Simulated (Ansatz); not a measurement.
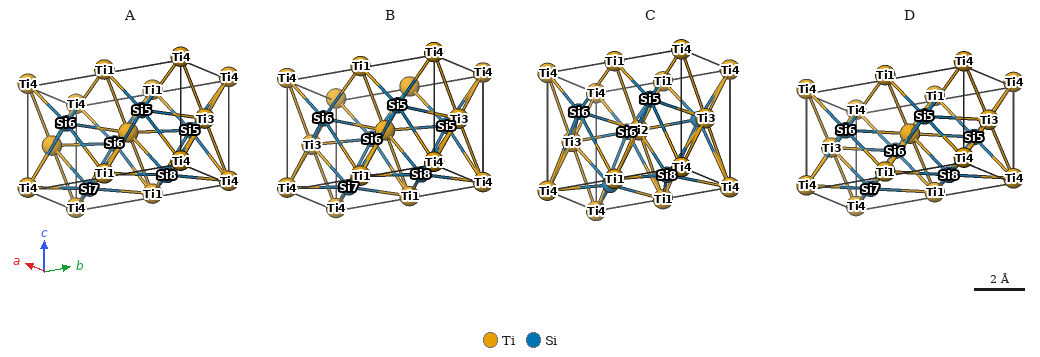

4 geometries from one relaxation of crystalline TiSi (set up in Pmm2) (coarse preliminary run), in shuffled order. The picture is a ball-and-stick view of the cell of the calculation, seen from a free direction.

Theory: DFT r2SCAN, scalar-relativistic, plane waves, PAW in Ansatz 0.2.0. Settings: plane-wave cutoff 500 eV; k-point mesh 6 × 4 × 4; occupations gaussian; smearing width 0.1 eV; no spin polarisation; cell and atoms relaxed; force threshold 0.05 eV/Å; at most 80 steps.

Order the frames from highest to lowest energy.

C, B, A, D. They are steps 0, 2, 3, 9, at +441 meV per atom, +78.9 meV per atom, +29.4 meV per atom relative to the last. The largest moves relative to the cell, 0.33 Å, are those of Si5 and Si6. Si5 goes roughly along [0 −1 −3]. Largest moves by element: Si 0.33 Å, Ti 0.21 Å. Cell: a 3.618 → 3.694 Å (+2.1 %), b 6.492 → 7.633 Å (+17.6 %), c 4.973 → 4.069 Å (−18.2 %). Volume −1.8 %. Among the contacts that change: Si7–Si8 2.753 → 3.817 Å, Si5–Si6 3.038 → 3.817 Å, Ti1–Si5 3.556 → 2.790 Å, Ti4–Si5 3.460 → 2.789 Å. Among the angles between lasting bonds that change: Ti2–Si6–Ti3 151.1° → 180.0°, Ti3–Si6–Ti4 78.7° → 60.6°, Ti1–Si6–Ti2 73.8° → 60.6°. The space group (tolerance 0.01 Å) goes from Pmm2 (No. 25) to Cmmm (No. 65). The energy falls by 441 meV per atom in 7 accepted moves (9 points after the start). The largest force component goes from 3.4 to 0.0044 eV/Å. Pressure: 16.58 GPa at the start and 0.00 GPa at the end. The line search rejected the trial step at point 5 of the run. The SCF was repeated once at an unchanged geometry on a basis and grid sized afresh for the cell, which shifted the energy by 0.4 meV per atom at most. The run took 3.4 min on 2 threads of Arm Neoverse V2 (shared host), peak memory 0.62 GiB.
